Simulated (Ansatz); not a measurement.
**Single-point calculation, with input and output: NiSi31 (charge +1) (part 2 of 2)**

Continued. System: NiSi31 (defect cell, 32 atoms in the cell, total charge +1). Method: DFT, PBEsol, plane waves, PAW, spin-polarised (Ansatz 0.2.0); cutoff 420 eV, 3×3×3 k-mesh, Fermi–Dirac smearing of 0.2 eV, collinear spins. The structure derives from a Materials Project entry. The settings are looser than a standard set-up, so the numbers are not reference values.

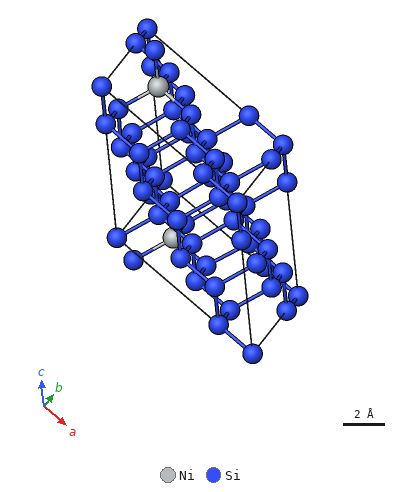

The structure (ball-and-stick view of the cell of the calculation, seen slightly off an axis; bonded neighbours outside the cell are drawn too).

Output, continued:
```
Per-site moments (μB) at R_I (Å): [(-8.659463003734409e-7, 0.9349847702879016), (-5.007424917439902e-9, 0.9669996915792521), (-1.2344325512973864e-8, 0.974102760854445), (-5.007425038809506e-9, 0.9669996915792523), (-5.007424917585281e-9, 0.9669996915792519), (-5.007424873637679e-9, 0.9669996915792519), (-5.007424928925985e-9, 0.9669996915792523), (-1.2344325513622502e-8, 0.9741027608544456), (-5.007424964179514e-9, 0.9669996915792521), (-5.007425010462873e-9, 0.9669996915792517), (-1.2344325452207583e-8, 0.9741027608544455), (-5.007425057945858e-9, 0.9669996915792519), (-5.007425033666185e-9, 0.9669996915792521), (-5.0074249676603975e-9, 0.9669996915792517), (-5.007424917031305e-9, 0.9669996915792521), (-5.0074248486676366e-9, 0.9669996915792519), (-9.175154242144177e-8, 0.9349847702879016), (-1.6031744736077407e-8, 0.9669996915792521), (-1.6031744828149872e-8, 0.9669996915792519), (-1.6031744827740275e-8, 0.9669996915792523), (-1.60317447774993e-8, 0.9669996915792517), (-1.6031744842494348e-8, 0.9669996915792519), (-9.175154240662605e-8, 0.9349847702879018), (-1.603174489014464e-8, 0.9669996915792519), (-9.175154243381183e-8, 0.9349847702879018), (-1.6031744754697163e-8, 0.9669996915792525), (-1.603174475578523e-8, 0.9669996915792519), (-1.603174484378641e-8, 0.9669996915792523), (-9.17515423903653e-8, 0.9349847702879018), (-1.603174478682574e-8, 0.9669996915792523), (-1.6031744823222625e-8, 0.9669996915792521), (-1.6031744767969713e-8, 0.9669996915792517)]
Free energy (F): -25076.252205 eV
Harris-Foulkes:  -25076.252205 eV  (|F-HF|=2.17e-8)
Internal energy: -25075.415283 eV  (E = F + TS)
E sigma→0 (E₀):  -25075.833744 eV
Entropy (-TS):   -0.836922 eV (-26.154 meV/atom)
Fermi energy:    5.997533 eV
--- Per-component energies (eV) ---
  E_band       = -365.681271
  E_kinetic    = 1511.313551
  E_local      = -7493.085161  (includes V_loc(G=0)·N_el)
  E_nonlocal   = 1438.999899
  E_hartree    = 3159.867411
  E_xc         = -1765.308546
  E_vxc        = -1542.486120  (∫ρ·V_xc dr)
  E_paw        = -17060.857051  (= ΣΔE_a)
  E_vpaw       = -600.142677  (= ΣTr[D̂ρ^β])
  E_aug_tail   = 0.000682  (compensation charges beyond the density's cutoff)
  E_ewald      = -4867.521738
  E_core_change = 1.175669  (= ΣΔE_core)
  E_smearing   = -0.836922  (= −TS)
  E_closure    = -0.000000  (closes the sum)
  E_deformation_potential = 12.622269  (in the stress; not in F)
  Σ components = -25076.252205   (vs F -25076.252205, Δ=0.00e0)
--- Forces (eV/Å), atoms counted from 1 ---
  atom   1  Ni    -0.00000000     0.00000000     0.00000000
  atom   2  Si     0.07806247     0.00181722    -0.00181722
  atom   3  Si     0.00000000    -0.00000000    -0.00000000
  atom   4  Si     0.00181722    -0.00181722     0.07806247
  atom   5  Si     0.07806247    -0.00181722     0.00181722
  atom   6  Si     0.00181722     0.07806247    -0.00181722
  atom   7  Si    -0.00181722    -0.00181722    -0.07806247
  atom   8  Si     0.00000000    -0.00000000     0.00000000
  atom   9  Si    -0.00181722    -0.07806247    -0.00181722
  atom  10  Si    -0.07806247     0.00181722     0.00181722
  atom  11  Si     0.00000000    -0.00000000    -0.00000000
  atom  12  Si    -0.00181722     0.00181722     0.07806247
  atom  13  Si    -0.07806247    -0.00181722    -0.00181722
  atom  14  Si     0.00181722    -0.07806247     0.00181722
  atom  15  Si     0.00181722     0.00181722    -0.07806247
  atom  16  Si    -0.00181722     0.07806247     0.00181722
  atom  17  Si     0.07664197     0.07664197     0.07664197
  atom  18  Si    -0.01654481    -0.05371770     0.01654481
  atom  19  Si     0.05371770    -0.01654481    -0.01654481
  atom  20  Si    -0.05371770     0.01654481    -0.01654481
  atom  21  Si    -0.01654481     0.01654481    -0.05371770
  atom  22  Si    -0.05371770    -0.01654481     0.01654481
  atom  23  Si    -0.07664197    -0.07664197     0.07664197
  atom  24  Si    -0.01654481    -0.01654481     0.05371770
  atom  25  Si    -0.07664197     0.07664197    -0.07664197
  atom  26  Si     0.05371770     0.01654481     0.01654481
  atom  27  Si    -0.01654481     0.05371770    -0.01654481
  atom  28  Si     0.01654481    -0.05371770    -0.01654481
  atom  29  Si     0.07664197    -0.07664197    -0.07664197
  atom  30  Si     0.01654481     0.05371770     0.01654481
  atom  31  Si     0.01654481     0.01654481     0.05371770
  atom  32  Si     0.01654481    -0.01654481    -0.05371770
  max |Σ_I F_I| component: 3.82e-17 eV/Å
--- Band table (eV; the first three rows and the last of 8) ---
  k-point 0 ↑: bands = ["-97.0003", "-57.5468", "-57.5468", "-57.5468", "-5.3198", "-4.6720", "-4.6720", "-4.5029", "-3.4068", "-3.4068", "-3.3846", "-3.3418", "-3.3418", "-3.0973", "-2.6943", "-2.6943", "-2.6597", "-2.6374", "-2.6374", "-1.9337", "-0.5898", "-0.5898", "-0.4048", "-0.3280", "-0.3280", "-0.1100", "0.1797", "0.1797", "0.1818", "0.2692", "0.2692", "1.1381", "1.8213", "1.8213", "2.1199", "2.3194", "2.3194", "2.4722", "2.5641", "2.5641", "2.7368", "2.8761", "2.8761", "2.9882", "3.1240", "3.1240", "3.2371", "3.5239", "3.6220", "3.6220", "3.6580", "3.7778", "3.7778", "3.9693", "3.9758", "3.9758", "4.0848", "4.1314", "4.1314", "4.1908", "4.3916", "4.3916", "4.5179", "4.5179", "4.6178", "4.8008", "4.8008", "5.5343", "5.6777", "5.6777", "5.9512", "6.6248", "6.6248", "7.3420", "7.3420", "7.3564", "7.9850", "8.0134", "8.0134", "8.4159", "8.4159", "8.4351", "8.5397", "8.5610", "8.5610", "8.6315", "8.7735", "8.7735", "8.9978", "8.9978", "9.0187", "9.3286", "9.5093", "9.5093", "9.6575", "9.8934", "9.8934", "9.9926", "9.9926", "10.2927", "10.3943", "10.3943", "10.4045", "10.7553", "10.7553", "10.8153", "10.9377", "11.0781", "11.0781", "11.1751"]
  k-point 1 ↑: bands = ["-97.0003", "-57.5468", "-57.5468", "-57.5468", "-5.5534", "-4.2169", "-4.2053", "-4.2053", "-4.0571", "-3.6236", "-3.6152", "-3.6152", "-3.3993", "-3.0070", "-2.9933", "-2.9933", "-2.7982", "-2.4291", "-1.5610", "-1.5170", "-1.5170", "-1.1483", "-0.1806", "-0.0101", "0.0349", "0.0349", "0.0923", "0.2405", "0.2405", "0.2686", "0.8952", "1.5128", "1.5448", "1.5448", "2.0351", "2.0484", "2.1369", "2.1369", "2.4261", "2.9486", "2.9486", "2.9786", "2.9938", "3.0907", "3.1195", "3.1195", "3.1320", "3.2201", "3.2474", "3.2474", "3.5321", "3.5321", "3.5452", "3.7441", "3.9586", "3.9586", "4.0116", "4.0813", "4.1417", "4.3339", "4.3339", "4.6937", "4.9125", "4.9552", "4.9623", "4.9623", "5.1570", "5.3079", "5.4338", "5.4338", "6.3651", "6.5395", "6.5395", "6.8956", "7.4631", "7.5950", "7.6164", "7.6164", "7.6838", "8.4988", "8.6319", "8.6319", "8.7996", "8.8090", "8.8090", "8.8119", "8.9158", "9.0146", "9.4198", "9.4198", "9.4312", "9.4949", "9.4949", "9.5045", "9.6011", "9.7856", "9.8081", "9.8081", "10.2553", "10.3477", "10.3477", "10.4265", "10.5126", "10.5360", "10.5373", "10.6968", "10.6968", "10.8080", "10.8822", "10.8822"]
  k-point 2 ↑: bands = ["-97.0003", "-57.5468", "-57.5468", "-57.5468", "-5.1268", "-5.0324", "-4.4230", "-4.3404", "-3.8554", "-3.7938", "-3.7250", "-3.5477", "-3.1552", "-2.9659", "-2.5078", "-2.4983", "-2.4436", "-2.1765", "-1.9522", "-1.6068", "-1.0182", "-0.9340", "-0.6462", "-0.6415", "-0.5410", "-0.4354", "-0.4222", "-0.0561", "0.1595", "0.5550", "1.0166", "1.3730", "1.7740", "1.9400", "2.0578", "2.1548", "2.1658", "2.4243", "2.4430", "2.5349", "3.0019", "3.0987", "3.1417", "3.2274", "3.3125", "3.3168", "3.3947", "3.4700", "3.5605", "3.5625", "3.6303", "3.6705", "3.7726", "3.7940", "3.8824", "4.0698", "4.1155", "4.1689", "4.2300", "4.3869", "4.5093", "4.5883", "4.6134", "4.6273", "4.6711", "4.7102", "4.7897", "4.9065", "4.9323", "5.5042", "5.9660", "6.1535", "6.3583", "7.6907", "7.7009", "7.9160", "8.1466", "8.2119", "8.2576", "8.3867", "8.5618", "8.5825", "8.6014", "8.7135", "8.7143", "8.7972", "8.9611", "9.0438", "9.1661", "9.3367", "9.3420", "9.3727", "9.4015", "9.5706", "9.6364", "9.6461", "9.7747", "9.8074", "9.8169", "9.9007", "10.1172", "10.2131", "10.2466", "10.2750", "10.4320", "10.4483", "10.5439", "10.5569", "10.6267", "10.7156"]
  k-point 3 ↓: bands = ["-97.0003", "-57.5468", "-57.5468", "-57.5468", "-4.6532", "-4.6532", "-4.6388", "-4.6388", "-4.6388", "-4.3330", "-3.3965", "-3.3965", "-3.3965", "-3.0289", "-1.4784", "-1.4784", "-1.4784", "-1.4295", "-1.4295", "-1.3967", "-1.3967", "-1.3967", "-1.3554", "-1.3554", "-1.3554", "-0.9121", "-0.6936", "-0.6936", "-0.6936", "0.4964", "2.2230", "2.2230", "2.3051", "2.3051", "2.3051", "2.3594", "2.3816", "2.3816", "2.3816", "2.5200", "2.5200", "2.5200", "2.6525", "2.6525", "2.7503", "2.7503", "2.7503", "3.6069", "3.6069", "3.6069", "3.6960", "4.1604", "4.1604", "4.3180", "4.3180", "4.3180", "4.3276", "4.3276", "4.3276", "4.4975", "4.4975", "4.4975", "4.6753", "4.6753", "4.6753", "5.0153", "5.0153", "5.0153", "5.1318", "5.1318", "6.3084", "6.3084", "6.3084", "7.3321", "7.3730", "7.3730", "7.4384", "7.4384", "7.4384", "7.8166", "7.8166", "7.8166", "8.2073", "9.3428", "9.3428", "9.3428", "9.3770", "9.3770", "9.5351", "9.5351", "9.5351", "9.5791", "9.7337", "9.7337", "9.7337", "9.7742", "9.7742", "10.3797", "10.4079", "10.4079", "10.4079", "10.5722", "10.5722", "10.5722", "10.6824", "10.6824", "10.7983", "10.7983", "10.7983", "11.1354"]
```
